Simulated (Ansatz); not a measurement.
Given this structure:

```
CELL_PARAMETERS angstrom
2.82262 0.00000 0.00000
0.00000 5.11187 0.00000
0.00000 0.00000 4.89317
ATOMIC_POSITIONS crystal
Au 0.00000 0.33467 0.75000
Au 0.50000 0.16533 0.25000
Au 0.50000 0.83467 0.75000
Au 0.00000 0.66533 0.25000
```

Q: Give a crystallographic description of this input.

A: The element is gold. Symmetry: Cmcm (No. 63), base-centred orthorhombic lattice. The cell holds four atoms. About every Au there are twelve Au in an anticuboctahedral arrangement at 2.82 to 2.97 Å. The bonds build a three-dimensional framework.

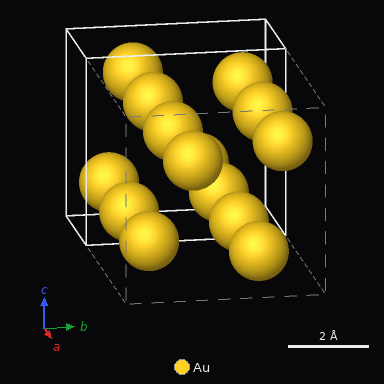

Drawn in the spheres-only manner and seen slightly off an axis. Solid lines give the conventional unit cell, repeated here 3×1×1 times. Colours: gold yellow.

The structure was taken from a structure listed in the Materials Project. Earlier steps of the study may have refined or changed the cell and positions. It was run through Ansatz as a DFT input.
